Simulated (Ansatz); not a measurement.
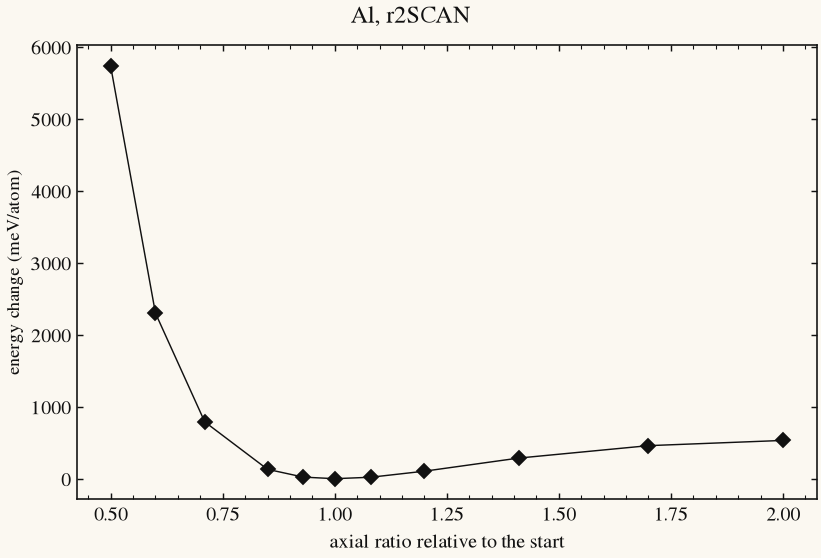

The picture above shows the energy change against relative axial ratio for Al, space group Im-3m (No. 229).

The given structure:
```
CELL_PARAMETERS angstrom
-1.59122 1.59122 1.59122
1.59122 -1.59122 1.59122
1.59122 1.59122 -1.59122
ATOMIC_POSITIONS crystal
Al 0.00000 0.00000 0.00000
```

Computed with Ansatz 0.2.0: deformation of a crystal at fixed volume, lengths along the axis scaled against those across it, fractional coordinates fixed, by plane-wave density functional theory with PAW datasets, free energies less that of the undisturbed cell, pressure positive in compression; scalar-relativistic. Level: r2SCAN, no spin polarisation.

| setting | value |
| --- | --- |
| wave cutoff | 500 eV |
| k mesh | 24×24×24 |
| occupations | Gaussian |
| smearing width | 0.15 eV |
| k shift | (0, 0, 0) (mesh steps) |
| start | as given |
| path | trigonal |
| axis direction | (0.5774, 0.5774, 0.5774) (Cartesian unit vector) |

From this curve and the settings, what does the calculation give for the pressure at the same points?

The pressure goes from 107 GPa at relative axial ratio 0.50 to 20 GPa at 2.00, not monotonically, with a low of 0 GPa at 1.00.

| axial ratio relative to the start | pressure (GPa) |
| --- | --- |
| 0.50 | 107 |
| 0.60 | 57 |
| 0.71 | 23 |
| 0.85 | 5 |
| 0.93 | 1 |
| 1.00 | 0 |
| 1.08 | 1 |
| 1.20 | 4 |
| 1.41 | 11 |
| 1.70 | 17 |
| 2.00 | 20 |

Keep in mind: reference crystal is not relaxed.
